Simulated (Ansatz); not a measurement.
## Si8O17: molecular dynamics (part 2 of 2)

The same run, continued: Si8O17 (defect cell, 25 atoms in the cell); DFT PBE, scalar-relativistic, plane waves, PAW, PAW set soft_1, spin-polarised (Ansatz 0.2.0); cutoff 420 eV, 1×1×2 k-mesh, Fermi–Dirac smearing of 0.05 eV, collinear spins. The structure derives from an entry of the Crystallography Open Database. It belongs to a series of runs on one base structure; here: dynamics from the start.

Log, continued
```
md step    47: t =    47.00 fs  T =   650.6 K  F+E_penalty+E_count = -14750.70157158 eV  E_kin = 2.018356 eV  conserved = -14748.84905970 eV  (11 SCF iters)
md step    48: t =    48.00 fs  T =   665.2 K  F+E_penalty+E_count = -14750.73743498 eV  E_kin = 2.063685 eV  conserved = -14748.84912618 eV  (12 SCF iters)
md step    49: t =    49.00 fs  T =   679.1 K  F+E_penalty+E_count = -14750.77065788 eV  E_kin = 2.106589 eV  conserved = -14748.84936136 eV  (12 SCF iters)
md step    50: t =    50.00 fs  T =   690.9 K  F+E_penalty+E_count = -14750.79758707 eV  E_kin = 2.143484 eV  conserved = -14748.84967486 eV  (12 SCF iters)
md step    51: t =    51.00 fs  T =   699.3 K  F+E_penalty+E_count = -14750.81324240 eV  E_kin = 2.169468 eV  conserved = -14748.84994499 eV  (11 SCF iters)
md step    52: t =    52.00 fs  T =   702.7 K  F+E_penalty+E_count = -14750.81311605 eV  E_kin = 2.180061 eV  conserved = -14748.85007803 eV  (12 SCF iters)
md step    53: t =    53.00 fs  T =   700.3 K  F+E_penalty+E_count = -14750.79462470 eV  E_kin = 2.172622 eV  conserved = -14748.85004166 eV  (12 SCF iters)
md step    54: t =    54.00 fs  T =   692.1 K  F+E_penalty+E_count = -14750.75768488 eV  E_kin = 2.146946 eV  conserved = -14748.84986361 eV  (13 SCF iters)
md step    55: t =    55.00 fs  T =   678.5 K  F+E_penalty+E_count = -14750.70440231 eV  E_kin = 2.104983 eV  conserved = -14748.84960381 eV  (13 SCF iters)
md step    56: t =    56.00 fs  T =   660.8 K  F+E_penalty+E_count = -14750.63825749 eV  E_kin = 2.050075 eV  conserved = -14748.84931983 eV  (14 SCF iters)
md step    57: t =    57.00 fs  T =   640.2 K  F+E_penalty+E_count = -14750.56328788 eV  E_kin = 1.986165 eV  conserved = -14748.84904073 eV  (15 SCF iters)
md step    58: t =    58.00 fs  T =   618.1 K  F+E_penalty+E_count = -14750.48363643 eV  E_kin = 1.917354 eV  conserved = -14748.84876500 eV  (16 SCF iters)
md step    59: t =    59.00 fs  T =   595.7 K  F+E_penalty+E_count = -14750.40355873 eV  E_kin = 1.847894 eV  conserved = -14748.84847293 eV  (19 SCF iters)
md step    60: t =    60.00 fs  T =   574.6 K  F+E_penalty+E_count = -14750.32770037 eV  E_kin = 1.782449 eV  conserved = -14748.84814643 eV  (19 SCF iters)
md step    61: t =    61.00 fs  T =   556.5 K  F+E_penalty+E_count = -14750.26132213 eV  E_kin = 1.726309 eV  conserved = -14748.84778615 eV  (19 SCF iters)
md step    62: t =    62.00 fs  T =   543.3 K  F+E_penalty+E_count = -14750.21022236 eV  E_kin = 1.685295 eV  conserved = -14748.84742876 eV  (20 SCF iters)
md step    63: t =    63.00 fs  T =   536.8 K  F+E_penalty+E_count = -14750.18022825 eV  E_kin = 1.665278 eV  conserved = -14748.84712482 eV  (20 SCF iters)
md step    64: t =    64.00 fs  T =   538.7 K  F+E_penalty+E_count = -14750.17632516 eV  E_kin = 1.671312 eV  conserved = -14748.84693597 eV  (18 SCF iters)
md step    65: t =    65.00 fs  T =   550.1 K  F+E_penalty+E_count = -14750.20146620 eV  E_kin = 1.706401 eV  conserved = -14748.84696470 eV  (17 SCF iters)
md step    66: t =    66.00 fs  T =   570.5 K  F+E_penalty+E_count = -14750.25496374 eV  E_kin = 1.769912 eV  conserved = -14748.84732187 eV  (17 SCF iters)
md step    67: t =    67.00 fs  T =   598.3 K  F+E_penalty+E_count = -14750.33088426 eV  E_kin = 1.856003 eV  conserved = -14748.84806126 eV  (16 SCF iters)
md step    68: t =    68.00 fs  T =   629.5 K  F+E_penalty+E_count = -14750.41735415 eV  E_kin = 1.952957 eV  conserved = -14748.84911919 eV  (15 SCF iters)
md step    69: t =    69.00 fs  T =   659.0 K  F+E_penalty+E_count = -14750.49763725 eV  E_kin = 2.044242 eV  conserved = -14748.85029631 eV  (14 SCF iters)
preconditioner: auto → Resta (q_TF=auto, 2.346 Å⁻¹)  ε∞=3.1  [insulator: Δε(μ)=0.974 eV  Ē_g=16.381 eV  σ=0.050 eV  W_gap=1.00  n_scr=72 (ndim 8)  ℏωp=23.6 eV  f_vac=0.186  D(μ)=0.00/eV (n_scr^D=0)  ε∞_Penn≈3.1]
spin=Collinear: Resta preconditioning applied to the charge; magnetization (m = ρ↑ − ρ↓) channel mixes plain (no charge-response kernel on spin).
[...]
SCF iter  14: F=-14750.553301 eV  HF=-14750.553301 eV  |F-HF|=6.09e-9  |Δ(HF+E_count)|=   9.91e-9  Δρ=3.43e-6 (↑6.89e-7 ↓3.43e-6)  dr2=1.61e-8  dr2_m=1.02e-8  M=2.000 μB ∫|m|=2.047 μB  ethr=7.46e-11  ⟨swp⟩=4.0  Hψ=1103  notcnv=0
SCF 71 converged in 14 iterations: F = -14750.553301 eV  dr2 = 1.61e-8
md step    70: t =    70.00 fs  T =   680.7 K  F+E_penalty+E_count = -14750.55330136 eV  E_kin = 2.111625 eV  conserved = -14748.85129007 eV  (14 SCF iters)
```

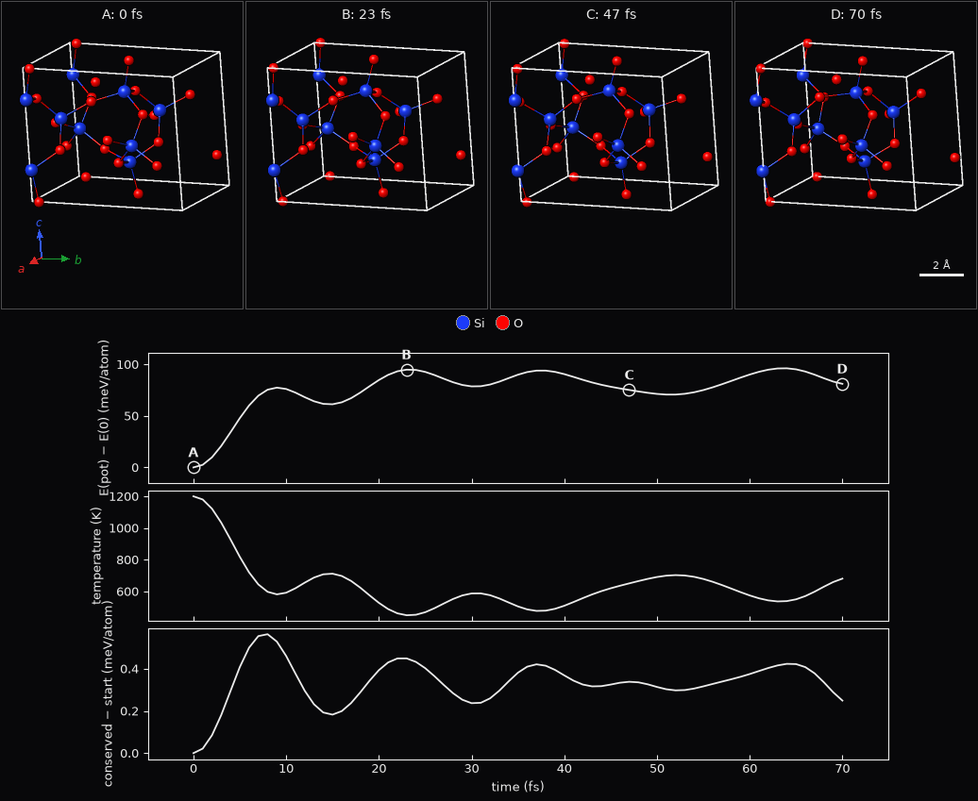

**Figure 1.** Frames of the molecular dynamics (ball-and-stick, simulation cell, seen slightly off an axis) above the curves, on which the letters mark them. The trajectory kept here has 71 frames over 70 fs. The temperature starts at 1200 K, ranges from 450 to 1200 K and averages 600 K over the second half. The potential energy ends 81.1 meV/atom above its first value. The conserved quantity stays within 0.56 meV/atom. With the common drift removed, the root-mean-square displacement is 0.26 Å, and O25 has moved furthest (0.61 Å).

```
SCF converged after 14 iterations
Magnetization: 2.0000 μB (68.0000 up, 66.0000 down)
Absolute magnetization: 2.0471 μB (∫|ρ↑−ρ↓|, with the PAW one-centre terms)
Spin contamination: 0.0039 ħ² per cell (⟨S²⟩ above its minimum at these occupations)
Per-site moments (μB) at R_I (Å): [(3.4761849918322354e-5, 0.629444847400887), (0.0007933276617561359, 0.6650527608640883), (-0.00015021918971112232, 0.6476012964879376), (-8.77797496189542e-5, 0.6487013690560072), (0.003928380621543364, 0.6476012964879376), (0.0011193459578484018, 0.6518985188105183), (0.00559322845995963, 0.6658962730060313), (0.011493206283958194, 0.6787484260700059), (0.0004436464015819525, 0.6699780822111057), (0.003111211980382003, 0.6632840494402679), (0.04233915914650595, 0.6746322446778303), (0.020568820157093704, 0.6606955106365453), (1.709917054268541e-5, 0.6518985188105183), (-4.7259271746195434e-5, 0.6595308296151877), (-1.2061755624447651e-5, 0.6382690362641957), (2.0430503840863534e-5, 0.6571912238372442), (0.0006307971260971347, 0.6382690362641957), (0.004090768132214877, 0.6639720725661312), (0.0006284176653782925, 0.629444847400887), (0.006770615035692273, 0.6716891655366786), (0.0016954804784669233, 0.6502540382399463), (0.006269942133381685, 0.6487013690560072), (0.00010456044163324603, 0.6595308296151877), (3.332895540843017e-5, 0.6571912238372442), (1.7332393258513785, 0.9944100988109882)]
Free energy (F): -14750.553301 eV
Harris-Foulkes:  -14750.553301 eV  (|F-HF|=6.09e-9)
Internal energy: -14750.553252 eV  (E = F + TS)
E sigma→0 (E₀):  -14750.553277 eV
Entropy (-TS):   -0.000049 eV (-0.002 meV/atom)
Fermi energy:    3.264221 eV
--- Per-component energies (eV) ---
  E_band       = -660.303135
  E_kinetic    = 3280.667450
  E_local      = -9427.389624  (includes V_loc(G=0)·N_el)
  E_nonlocal   = 1070.511728
  E_hartree    = 3569.378346
  E_xc         = -1679.991254
  E_vxc        = -1949.984099  (∫ρ·V_xc dr)
  E_paw        = -6877.457237  (= ΣΔE_a)
  E_vpaw       = -772.879707  (= ΣTr[D̂ρ^β])
  E_aug_tail   = 0.013869  (compensation charges beyond the density's cutoff)
  E_ewald      = -4686.286531
  E_smearing   = -0.000049  (= −TS)
  E_closure    = 0.000000  (closes the sum)
  Σ components = -14750.553301   (vs F -14750.553301, Δ=0.00e0)
--- Forces (eV/Å), atoms counted from 1 ---
  atom   1  Si    -2.30141356    -2.87758647    -2.13244072
  atom   2  Si    -0.73600766     1.82624589     2.20085388
  atom   3  Si     0.14433437    -1.03237911     2.70271528
  atom   4  Si    -1.28095334    -1.11077251    -1.19749138
  atom   5  O      2.02907303     1.33310757    -0.91329593
  atom   6  O      0.59806826    -0.02944538    -0.71438470
  atom   7  O     -0.07241105    -0.21231968    -0.29025408
  atom   8  O      1.78641079     0.02036542    -0.61298185
  atom   9  O      0.10123659    -0.09996436    -0.30104612
  atom  10  O      0.42575597    -0.44744606     0.38483309
  atom  11  O     -2.07532467     0.69952817    -0.45814055
  atom  12  O     -0.03371206     0.99015975    -0.94993030
  atom  13  Si    -0.16396916    -0.77945290     0.31606420
  atom  14  Si    -2.25370748    -0.74764424     0.49248809
  atom  15  Si    -1.24407701    -0.43613137     1.02404810
  atom  16  Si    -2.09581713     0.83477560     1.27639067
  atom  17  O      3.47252695     1.08733459    -1.37958175
  atom  18  O      0.26031984     0.37371583    -0.35720184
  atom  19  O      1.73216392     2.25093639     0.58597125
  atom  20  O      0.67542915    -2.61679040    -0.02605955
  atom  21  O     -1.01541511    -0.51466265    -1.15924958
  atom  22  O      1.60833267    -0.33315977     1.88694163
  atom  23  O      0.34350970     0.56048718     0.11710014
  atom  24  O      0.19848942     1.22219222    -0.72571475
  atom  25  O     -0.10284054     0.03892285     0.23036462
  max |Σ_I F_I| component: 1.66e-5 eV/Å
--- MD trajectory: 70 steps, t = 0.0 → 70.0 fs ---
  final state: T = 680.7 K   F+E_penalty+E_count = -14750.55330136 eV   E_kin = 2.111625 eV
  conserved energy: peak-to-peak 1.409e-2 eV (5.636e-4 eV/atom) over 70.0 fs
```

Trajectory as extended XYZ (Å, eV, eV/Å), 4 of the 71 frames kept, from step=0 to step=70
```
25
Lattice="-6.8513 0.0000 0.0000 0.0000 -7.3761 0.0000 -1.3854 0.0000 6.5639" Properties=species:S:1:pos:R:3:forces:R:3 step=0 time_fs=0.0 energy=-14752.58020 temperature=1200.0
Si   -3.6581   -3.7250    1.5289    0.0021  -0.0058   0.0003
Si   -4.5185   -3.7383    5.0075   -0.0054   0.0010  -0.0131
Si   -2.0367   -4.6501    3.7519   -0.0045  -0.0063  -0.0357
Si   -6.1397   -4.6431    2.7760   -0.0074  -0.0072   0.0170
O    -0.6738   -3.9205    3.2334    0.0196   0.0005  -0.0097
O     0.0002   -0.3306   -0.0192   -0.0098  -0.0170  -0.0110
O    -6.4592   -5.9962    1.9632   -0.0068   0.0005   0.0242
O    -1.7104   -6.0246    4.5179    0.0425  -0.0373   0.0286
O    -6.3684   -1.2053    2.4109   -0.0106   0.0069  -0.0029
O    -1.8187   -1.2253    4.1173   -0.0043   0.0089  -0.0086
O    -2.9076   -3.7345    4.7755    0.0047   0.0140   0.0177
O    -5.2698   -3.7092    1.7664   -0.0138   0.0170  -0.0047
Si   -7.0938   -0.0434    1.5274    0.0169   0.0183  -0.0010
Si   -1.0927   -0.0643    5.0023   -0.0214   0.0270  -0.0074
Si   -5.4674   -0.9476    3.7504    0.0276  -0.0096   0.0089
Si   -2.7146   -0.9431    2.7799   -0.0235   0.0165   0.0146
O    -4.0932   -0.2225    3.2644    0.0195  -0.0068  -0.0038
O    -3.3881   -4.0481   -0.0113    0.0057  -0.0249   0.0056
O    -3.0545   -2.2892    1.9536    0.0069  -0.0081   0.0097
O    -5.1008   -2.3001    4.5577   -0.0529  -0.0027  -0.0369
O    -2.9505   -4.8873    2.4153    0.0152  -0.0003   0.0144
O    -5.2519   -4.8917    4.1250    0.0106   0.0058  -0.0117
O    -6.3321   -7.4176    4.7841   -0.0008  -0.0005   0.0092
O    -1.8502   -7.3903    1.7659   -0.0138  -0.0018   0.0000
O    -7.4923   -3.3234    5.9558    0.0040   0.0119  -0.0039
25
Lattice="-6.8513 0.0000 0.0000 0.0000 -7.3761 0.0000 -1.3854 0.0000 6.5639" Properties=species:S:1:pos:R:3:forces:R:3 step=23 time_fs=23.0 energy=-14750.20914 temperature=449.6
Si   -3.7083   -3.7635    1.6376    2.4418   0.9026  -3.1577
Si   -4.5374   -3.6011    5.0476    0.4644  -0.7059  -0.6697
Si   -2.0455   -4.7086    3.7183   -1.1534   0.8767   2.2229
Si   -6.1746   -4.6189    2.7861    2.1329   1.1674   0.4094
O    -0.6329   -3.9540    3.4033   -1.2438   0.1877  -0.4618
O     0.2468   -0.2281   -0.0276   -1.4437  -0.0516   3.4692
O    -6.5204   -5.8907    1.9126   -0.3345  -1.4649  -0.3398
O    -1.7423   -6.1741    4.3314   -0.4809   0.4905   0.5611
O    -6.4688   -1.1668    2.4340   -0.2496   0.2636  -1.4274
O    -1.7305   -1.3899    4.1915   -1.1392   0.3966  -1.4598
O    -2.9367   -3.6107    4.6863    1.0226  -1.1825  -0.3473
O    -5.3000   -3.6238    1.7206   -0.7936  -0.2877   0.7553
Si   -7.1705    0.0147    1.5301    3.6200   0.2597  -2.0822
Si   -1.1066   -0.1596    4.9892    1.0694   1.8889  -1.1866
Si   -5.5359   -0.8337    3.6807    3.5137  -2.6625   1.0085
Si   -2.6458   -1.0873    2.7877    2.0112   3.0288   1.7699
O    -3.9878   -0.3138    3.1454   -3.2756  -0.3560   1.1485
O    -3.2525   -4.0300    0.0143   -0.9931   0.2195   2.4506
O    -2.7543   -2.4081    2.0330   -1.8687  -3.9320  -2.1477
O    -5.3236   -2.2530    4.6421    0.3384   1.7963  -1.0123
O    -3.0867   -4.9620    2.5045    0.6080  -0.1896  -1.0040
O    -5.1041   -4.7500    4.0251   -1.1912  -0.7129   0.0832
O    -6.3484   -7.3039    4.6634   -0.5033   1.1283   0.9123
O    -1.8505   -7.3653    1.7565   -2.4140  -1.1114   0.6018
O    -7.5720   -3.4871    6.0467   -0.1375   0.0505  -0.0964
25
Lattice="-6.8513 0.0000 0.0000 0.0000 -7.3761 0.0000 -1.3854 0.0000 6.5639" Properties=species:S:1:pos:R:3:forces:R:3 step=47 time_fs=47.0 energy=-14750.70157 temperature=650.6
Si   -3.6134   -3.8177    1.4965    0.5383   1.4858   1.5000
Si   -4.5399   -3.5514    5.0540    0.8858  -0.9660  -3.5308
Si   -2.1840   -4.7230    3.8082    1.1910  -0.0635  -1.7192
Si   -6.1360   -4.5150    2.7859   -0.6138  -0.2232   2.0996
O    -0.7322   -4.0016    3.4056    0.2807  -0.2717  -0.2503
O     0.2487   -0.2068   -0.0728   -0.9756   0.1403   4.1907
O    -6.5547   -5.8187    1.9551   -0.1304  -1.5062  -0.8590
O    -1.9368   -6.2158    4.3755   -0.2317   1.0911   0.5179
O    -6.4610   -1.1152    2.3877    0.4458  -0.1868   0.3524
O    -1.7505   -1.3405    4.2028    1.0490   1.2137   0.4290
O    -2.9364   -3.6321    4.7303   -0.3166   0.0936   0.2866
O    -5.2644   -3.5636    1.7746    1.1993  -0.2175  -0.2305
Si   -7.0886    0.0853    1.4880   -1.2329  -0.5228  -0.8095
Si   -1.0138   -0.0342    4.9658   -0.5121  -0.2391  -2.3574
Si   -5.4851   -0.9635    3.7123   -1.6934   2.1241   0.1371
Si   -2.5620   -1.0921    2.8155   -1.3505  -0.7124  -0.1241
O    -4.0816   -0.5185    3.1570    1.7234   0.2855  -0.2857
O    -3.2825   -3.9706   -0.0644   -0.8907  -1.1110   4.5828
O    -2.6967   -2.5227    2.0484   -1.4139  -0.9615  -0.6364
O    -5.3001   -2.2018    4.7083   -0.3722   0.5466   0.1200
O    -3.0584   -5.0576    2.4080    0.0914   0.7779   0.0045
O    -5.1620   -4.7403    4.1445   -1.2186   0.0197  -1.5812
O    -6.2999   -7.1106    4.5972    0.5570  -2.0479  -0.6894
O    -1.9365   -7.5005    1.6958    2.9948   1.2460  -1.0111
O    -7.6895   -3.6512    6.1191   -0.0041   0.0055  -0.1360
25
Lattice="-6.8513 0.0000 0.0000 0.0000 -7.3761 0.0000 -1.3854 0.0000 6.5639" Properties=species:S:1:pos:R:3:forces:R:3 step=70 time_fs=70.0 energy=-14750.55330 temperature=680.7
Si   -3.5484   -3.7566    1.5485   -2.3014  -2.8776  -2.1324
Si   -4.5539   -3.6744    4.9664   -0.7360   1.8262   2.2009
Si   -2.1840   -4.7139    3.6992    0.1443  -1.0324   2.7027
Si   -6.1970   -4.4914    2.8006   -1.2810  -1.1108  -1.1975
O    -0.8114   -4.0438    3.3363    2.0291   1.3331  -0.9133
O     0.1886   -0.1628   -0.0441    0.5981  -0.0294  -0.7144
O    -6.5207   -5.8513    1.9689   -0.0724  -0.2123  -0.2903
O    -2.1292   -6.0556    4.6502    1.7864   0.0204  -0.6130
O    -6.3789   -1.1262    2.3638    0.1012  -0.1000  -0.3010
O    -1.6482   -1.1142    4.1070    0.4258  -0.4474   0.3848
O    -2.9088   -3.6979    4.7561   -2.0753   0.6995  -0.4581
O    -5.1357   -3.6392    1.9561   -0.0337   0.9902  -0.9499
Si   -7.0390    0.0791    1.4716   -0.1640  -0.7795   0.3161
Si   -0.9943    0.1438    4.9494   -2.2537  -0.7476   0.4925
Si   -5.4727   -0.9361    3.6982   -1.2441  -0.4361   1.0240
Si   -2.5048   -1.1154    2.7462   -2.0958   0.8348   1.2764
O    -4.0412   -0.6137    3.2072    3.4725   1.0873  -1.3796
O    -3.4268   -4.0799   -0.0236    0.2603   0.3737  -0.3572
O    -2.7908   -2.5326    2.0548    1.7322   2.2509   0.5860
O    -5.2759   -2.1207    4.7980    0.6754  -2.6168  -0.0261
O    -2.9565   -5.0364    2.3634   -1.0154  -0.5147  -1.1592
O    -5.3920   -4.7638    4.1238    1.6083  -0.3332   1.8869
O    -6.2914   -7.1847    4.5774    0.3435   0.5605   0.1171
O    -1.7911   -7.5941    1.6400    0.1985   1.2222  -0.7257
O    -7.8103   -3.8091    6.1694   -0.1028   0.0389   0.2304
```

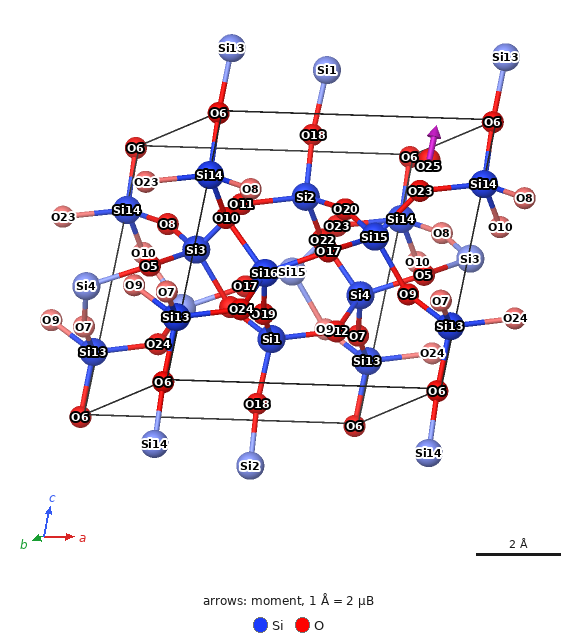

**Figure 2.** Magnetic moments of the sites as pink arrows (ball-and-stick view of the cell of the calculation, seen at an oblique angle; neighbours outside the cell are drawn fainter; atoms are numbered from 1 in the order of the input); small moments hardly show. The run is collinear, so the axis drawn is arbitrary. Site moments: O25 (1.73 μB). They are counted near the atoms and needn't add up to the moment of the cell.

Summary

```json
{"quantity": "outcome", "value": "finished"}
{"quantity": "mean temperature over the second half", "value": "600 K"}
{"quantity": "trajectory", "value": "70 steps, 70 fs"}
{"quantity": "ensemble", "value": "nvt_nose_hoover"}
{"quantity": "temperature in the input", "value": "1200.0 K"}
{"quantity": "time step", "value": "1 fs"}
{"quantity": "electrons treated", "value": "134"}
{"quantity": "potential energy (free energy of the electrons) (last step)", "value": "−14750.5533 eV"}
{"quantity": "Fermi energy (last step)", "value": "3.264 eV"}
{"quantity": "net moment of the cell (last step)", "value": "2.00 μB"}
{"quantity": "integrated absolute moment (last step)", "value": "2.05 μB"}
{"quantity": "largest force (length of the vector) (last step)", "value": "4.257 eV/Å"}
{"quantity": "wall time", "value": "25 min"}
{"quantity": "peak memory", "value": "0.61 GiB"}
```

Notes

The k-point mesh is coarse for a cell of this size, so the results may not be converged. So short a trajectory is not equilibrated. The temperature stays far from the 1200 K of the thermostat over the second half: the run isn't equilibrated.
